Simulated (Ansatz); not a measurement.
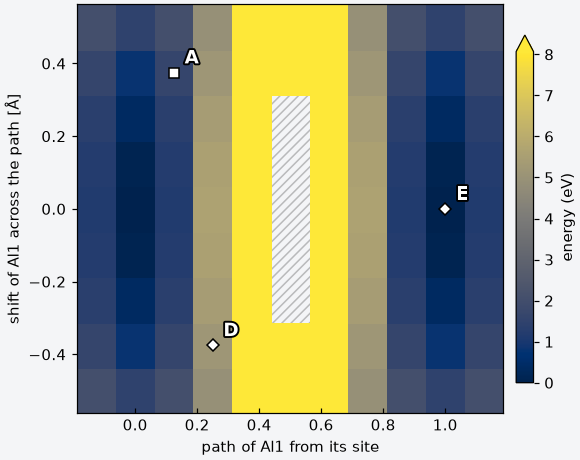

AlP (F-43m phase) with one Al vacancy (15 atoms in the cell, cell charge −3). An atom moved over a plane that holds its own site and a neighbouring vacancy (x, y and z along the cube axes). Coordinates scanned: (1) path of Al1 from its site (0) to the vacancy (1), 3.894 Å; (2) shift of Al1 across the path, along the Cartesian direction [1 0 −1]. Nothing is relaxed (all other atoms held at the sites of the perfect crystal). The scan uses an 11 × 9 grid; 22 points were computed and 72 follow by symmetry. At 5 points there is no value (left out of the scan, as a rule where atoms come close). Points are written as (first, second). All energies are given in eV per cell relative to the lowest grid point. The band gap closes in part of the range. The cell is charged on a uniform background, without a charge correction. Computed with DFT PBE, scalar-relativistic, plane waves, PAW in Ansatz 0.2.0. Settings: cutoff 420 eV, k-mesh 4×4×4, gaussian smearing 0.05 eV, no spin polarisation.

In the figure: one coloured cell a grid point, one colour for all values above the top of the scale, hatched blanks where no value was computed, lettered points.

Question: What kind of point is each of D, E: minimum, saddle, maximum or slope?

Answer: D: on a slope; E: minimum. (In these two coordinates alone; a stationary point may lie a little off the grid point.)

Question: Rank the lettered points by energy, lowest first.

Answer: E (0.0 eV), A (1.6 eV), D (5.2 eV).

PAW datasets: the set soft_1.
